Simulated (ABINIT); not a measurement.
## Optical-spectrum calculation, with input and output: Al (part 2 of 2)

Al (1 atom in the cell); Kohn-Sham DFT of a periodic cell, PBE, PseudoDojo NC SR PBE v0.4.1 standard, no spin polarisation (ABINIT 10.8.3); cutoff 435.38 eV, 12×12×12 k-mesh, methfessel-paxton of 0.2 eV. The structure derives from an entry of the Crystallography Open Database.

Geometry of the input (Å; fractional positions):
```
0.0000  2.0248  2.0248
2.0248  0.0000  2.0248
2.0248  2.0248  0.0000
Al 0.0000  0.0000  0.0000
```

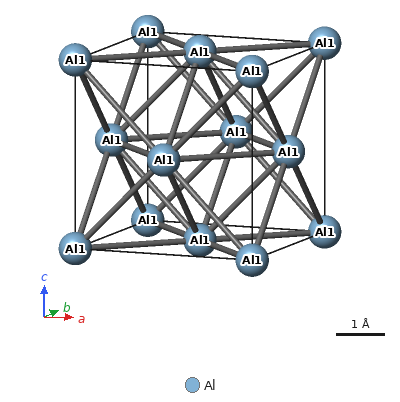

**Figure 1.** The structure as given in the input (ball-and-stick view of the cell 4 times as large as that of the calculation, set on its symmetry axes, seen slightly off an axis; atoms are numbered from 1 in the order of the input).

What the program printed, continued
```
--- !ResultsGS
iteration_state: {dtset: 1, }
comment   : Summary of ground state results
lattice_vectors:
- [  0.0000000,   3.8263269,   3.8263269, ]
- [  3.8263269,   0.0000000,   3.8263269, ]
- [  3.8263269,   3.8263269,   0.0000000, ]
lattice_lengths: [   5.41124,    5.41124,    5.41124, ]
lattice_angles: [ 60.000,  60.000,  60.000, ] # degrees, (23, 13, 12)
lattice_volume:   1.1204080E+02
convergence: {deltae: -1.066E-14, res2:  8.530E-14, residm:  3.020E-04, diffor: null, }
etotal    :  -2.31741869E+00
entropy   :   0.00000000E+00
fermie    :   2.54430336E-01
cartesian_stress_tensor: # hartree/bohr^3
- [  3.18468682E-05,   0.00000000E+00,   0.00000000E+00, ]
- [  0.00000000E+00,   3.18468682E-05,   0.00000000E+00, ]
- [  0.00000000E+00,   0.00000000E+00,   3.18468682E-05, ]
pressure_GPa:  -9.3697E-01
xred      :
- [  0.0000E+00,   0.0000E+00,   0.0000E+00, Al]
cartesian_forces: # hartree/bohr
- [ -0.00000000E+00,  -0.00000000E+00,  -0.00000000E+00, ]
force_length_stats: {min:   0.00000000E+00, max:   0.00000000E+00, mean:   0.00000000E+00, }
...

 Integrated electronic density in atomic spheres:
 ------------------------------------------------
 Atom  Sphere_radius  Integrated_density
    1        2.00000          0.85663104
================================================================================

 ----iterations are completed or convergence reached----

 Mean square residual over all n,k,spin=   74.105E-08; max=  30.197E-05
 reduced coordinates (array xred) for    1 atoms
       0.000000000000      0.000000000000      0.000000000000
 rms dE/dt=  0.0000E+00; max dE/dt=  0.0000E+00; dE/dt below (all hartree)
    1       0.000000000000      0.000000000000      0.000000000000

 cartesian coordinates (angstrom) at end:
    1      0.00000000000000     0.00000000000000     0.00000000000000

 cartesian forces (hartree/bohr) at end:
    1     -0.00000000000000    -0.00000000000000    -0.00000000000000
 frms,max,avg= 0.0000000E+00 0.0000000E+00   0.000E+00  0.000E+00  0.000E+00 h/b

 cartesian forces (eV/Angstrom) at end:
    1     -0.00000000000000    -0.00000000000000    -0.00000000000000
 frms,max,avg= 0.0000000E+00 0.0000000E+00   0.000E+00  0.000E+00  0.000E+00 e/A
 length scales=  5.411243407962  5.411243407962  5.411243407962 bohr
              =  2.863506692200  2.863506692200  2.863506692200 angstroms
 Fermi (or HOMO) energy (hartree) =   0.25443   Average Vxc (hartree)=  -0.36334
 Eigenvalues (hartree) for nkpt= 182  k points:
 kpt#   1, nband=  6, wtk=  0.00347, kpt= -0.0417 -0.0833  0.0000 (reduced coord)
  -0.14878    0.63929    0.67205    0.69925    0.76634    0.81579
      occupation numbers for kpt#   1
   2.00000    0.00000    0.00000    0.00000    0.00000    0.00000
 prteigrs : prtvol=0 or 1, do not print more k-points.

--- !EnergyTerms
iteration_state     : {dtset: 1, }
comment             : Components of total free energy in Hartree
kinetic             :  8.50590840521975E-01
hartree             :  3.65332494908830E-03
xc                  : -1.08160239897455E+00
Ewald energy        : -2.69604242226570E+00
psp_core            :  1.09283547192052E-01
local_psp           :  1.21165303936441E-01
non_local_psp       :  3.75548044274372E-01
internal            : -2.31740376036632E+00
'-kT*entropy'       : -1.49319988710987E-05
total_energy        : -2.31741869236519E+00
total_energy_eV     : -6.30601751316053E+01
band_energy         :  2.71888693540016E-01
...

 Cartesian components of stress tensor (hartree/bohr^3)
  sigma(1 1)=  3.18468682E-05  sigma(3 2)=  0.00000000E+00
  sigma(2 2)=  3.18468682E-05  sigma(3 1)=  0.00000000E+00
  sigma(3 3)=  3.18468682E-05  sigma(2 1)=  0.00000000E+00

-Cartesian components of stress tensor (GPa)         [Pressure= -9.3697E-01 GPa]
- sigma(1 1)=  9.36967212E-01  sigma(3 2)=  0.00000000E+00
- sigma(2 2)=  9.36967212E-01  sigma(3 1)=  0.00000000E+00
- sigma(3 3)=  9.36967212E-01  sigma(2 1)=  0.00000000E+00

================================================================================
== DATASET  2 ==================================================================

--- !DatasetInfo
iteration_state: {dtset: 2, }
dimensions: {natom: 1, nkpt: 182, mband: 12, nsppol: 1, nspinor: 1, nspden: 1, mpw: 351, }
cutoff_energies: {ecut:  16.0, pawecutdg:  -1.0, }
electrons: {nelect:   3.00000000E+00, charge:   0.00000000E+00, occopt:   6.00000000E+00, tsmear:   7.34986444E-03, }
meta: {optdriver: 0, ionmov: 0, optcell: 0, iscf: -3, paral_kgb: 0, }
...

 mkfilename : getden/=0, take file _DEN from output of DATASET   1.

 Exchange-correlation functional for the present dataset will be:
  GGA: Perdew-Burke-Ernzerhof functional - ixc=11
  J.P.Perdew, K.Burke, M.Ernzerhof, PRL 77, 3865 (1996)

 Real(R)+Recip(G) space primitive vectors, cartesian coordinates (Bohr,Bohr^-1):
 R(1)=  0.0000000  3.8263269  3.8263269  G(1)= -0.1306736  0.1306736  0.1306736
 R(2)=  3.8263269  0.0000000  3.8263269  G(2)=  0.1306736 -0.1306736  0.1306736
 R(3)=  3.8263269  3.8263269  0.0000000  G(3)=  0.1306736  0.1306736 -0.1306736
 Unit cell volume ucvol=  1.1204080E+02 bohr^3
 Angles (23,13,12)=  6.00000000E+01  6.00000000E+01  6.00000000E+01 degrees

 getcut: wavevector=  0.0000  0.0000  0.0000  ngfft=  20  20  20
         ecut(hartree)=     16.000   => boxcut(ratio)=   2.05262
--------------------------------------------------------------------------------

================================================================================

--- !BeginCycle
iteration_state: {dtset: 2, }
solver: {iscf: -3, nstep: 120, nline: 4, wfoptalg: 0, }
tolerances: {tolwfr: 1.00E-12, }
...

     iter   Etot(hartree)      deltaE(h)  residm     vres2
 Non-SCF case, kpt    1 ( -0.04167 -0.08333  0.00000), residuals and eigenvalues=
  1.16E-13  8.45E-13  3.05E-13  5.09E-13  5.01E-13  4.27E-13  2.86E-13  1.40E-13
  4.56E-13  2.85E-12  2.77E-09  1.08E-06
 -1.4878E-01  6.3929E-01  6.7205E-01  6.9925E-01  7.6634E-01  8.1193E-01
  8.2120E-01  9.0252E-01  9.1406E-01  9.5719E-01  1.0612E+00  1.1750E+00
 prteigrs : prtvol=0 or 1, do not print more k-points.

--- !ResultsGS
iteration_state: {dtset: 2, }
comment   : Summary of ground state results
lattice_vectors:
- [  0.0000000,   3.8263269,   3.8263269, ]
- [  3.8263269,   0.0000000,   3.8263269, ]
- [  3.8263269,   3.8263269,   0.0000000, ]
lattice_lengths: [   5.41124,    5.41124,    5.41124, ]
lattice_angles: [ 60.000,  60.000,  60.000, ] # degrees, (23, 13, 12)
lattice_volume:   1.1204080E+02
convergence: {deltae:  0.000E+00, res2:  0.000E+00, residm:  9.983E-13, diffor:  0.000E+00, }
etotal    :  -2.31741869E+00
entropy   :   0.00000000E+00
fermie    :   2.54430336E-01
cartesian_stress_tensor: null
pressure_GPa: null
xred      :
- [  0.0000E+00,   0.0000E+00,   0.0000E+00, Al]
cartesian_forces: null
force_length_stats: {min: null, max: null, mean: null, }
...

 Integrated electronic density in atomic spheres:
 ------------------------------------------------
 Atom  Sphere_radius  Integrated_density
    1        2.00000          0.85663102
================================================================================

 ----iterations are completed or convergence reached----

 Mean square residual over all n,k,spin=   40.228E-14; max=  99.835E-14
 reduced coordinates (array xred) for    1 atoms
       0.000000000000      0.000000000000      0.000000000000

 cartesian coordinates (angstrom) at end:
    1      0.00000000000000     0.00000000000000     0.00000000000000
 length scales=  5.411243407962  5.411243407962  5.411243407962 bohr
              =  2.863506692200  2.863506692200  2.863506692200 angstroms
 Eigenvalues (hartree) for nkpt= 182  k points:
 kpt#   1, nband= 12, wtk=  0.00347, kpt= -0.0417 -0.0833  0.0000 (reduced coord)
  -0.14878    0.63929    0.67205    0.69925    0.76634    0.81193    0.82120    0.90252
   0.91406    0.95719    1.06123    1.17501
      occupation numbers for kpt#   1
   2.00000    0.00000    0.00000    0.00000    0.00000    0.00000    0.00000    0.00000
   0.00000    0.00000    0.00000    0.00000
 prteigrs : prtvol=0 or 1, do not print more k-points.

--- !EnergyTerms
iteration_state     : {dtset: 2, }
comment             : Components of total free energy in Hartree
kinetic             :  8.50590824961154E-01
hartree             :  3.65332494908830E-03
xc                  : -1.08160239897455E+00
Ewald energy        : -2.69604242226570E+00
psp_core            :  1.09283547192052E-01
local_psp           :  1.21165303936441E-01
non_local_psp       :  3.75548035248920E-01
internal            : -2.31740378495259E+00
'-kT*entropy'       : -1.49319997730337E-05
total_energy        : -2.31741871695236E+00
...

--- !EnergyTermsDC
iteration_state     : {dtset: 2, }
comment             : '"Double-counting" decomposition of free energy'
band_energy         :  2.71888693820314E-01
Ewald energy        : -2.69604242226570E+00
psp_core            :  1.09283547192052E-01
xc_dc               : -2.53357911187213E-03
internal            : -2.31740376036520E+00
'-kT*entropy'       : -1.49319997730337E-05
total_energy_dc     : -2.31741869236498E+00
...

================================================================================
== DATASET  3 ==================================================================

--- !DatasetInfo
iteration_state: {dtset: 3, }
dimensions: {natom: 1, nkpt: 182, mband: 8, nsppol: 1, nspinor: 1, nspden: 1, mpw: 351, }
cutoff_energies: {ecut:  16.0, pawecutdg:  -1.0, }
electrons: {nelect:   3.00000000E+00, charge:   0.00000000E+00, occopt:   6.00000000E+00, tsmear:   7.34986444E-03, }
meta: {optdriver: 8, wfk_task: 7, }
...

 mkfilename : getwfk/=0, take file _WFK from output of DATASET   2.

 Exchange-correlation functional for the present dataset will be:
  GGA: Perdew-Burke-Ernzerhof functional - ixc=11
  J.P.Perdew, K.Burke, M.Ernzerhof, PRL 77, 3865 (1996)

--------------------------------------------------------------------------------

 Computation of velocity matrix elements (DDK)

 Parameters extracted from the Abinit header:
    ecut:     16.0
    nkpt:    6912
    mband:   12
    nsppol:  1
    nspinor: 1
    useylm:  0
    inclvkb: 2
    bmin: 1, bmax: 12
    Computing diagonal and off-diagonal matrix elements
    Between band index bmin: 1, bmax: 12

== END DATASET(S) ==============================================================
================================================================================

 -outvars: echo values of variables after computation  --------
            acell      5.4112434080E+00  5.4112434080E+00  5.4112434080E+00 Bohr
           etotal1    -2.3174186924E+00
           etotal2    -2.3174186924E+00
           etotal3     0.0000000000E+00
            fcart1    -0.0000000000E+00 -0.0000000000E+00 -0.0000000000E+00
            fcart3     0.0000000000E+00  0.0000000000E+00  0.0000000000E+00
            rprim      0.0000000000E+00  7.0710678120E-01  7.0710678120E-01
                       7.0710678120E-01  0.0000000000E+00  7.0710678120E-01
                       7.0710678120E-01  7.0710678120E-01  0.0000000000E+00
           strten1     3.1846868228E-05  3.1846868228E-05  3.1846868228E-05
                       0.0000000000E+00  0.0000000000E+00  0.0000000000E+00
           strten3     0.0000000000E+00  0.0000000000E+00  0.0000000000E+00
                       0.0000000000E+00  0.0000000000E+00  0.0000000000E+00
 Calculation completed.
```

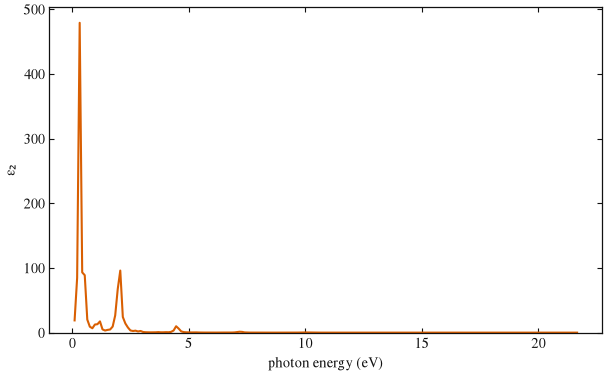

**Figure 2.** Imaginary part of the dielectric function (first component that the program prints). The highest peak, 479.0, lies at 0.33 eV.

Results in brief

| quantity | value |
| --- | --- |
| outcome | converged |
| space group (tolerance 0.01 Å) | Fm-3m (225) |
| electrons treated | 3 |
| free energy | −63.0602 eV |
| Fermi energy | 6.923 eV |
| gap on the k-point mesh | none (metallic) |
| pressure | −0.94 GPa |
| largest force (length of the vector) | under 0.001 eV/Å |
| wall time | 25 s |
| peak memory | 0.65 GiB |

Points of doubt noted for this run: cutoff too low for stress; no intraband term.
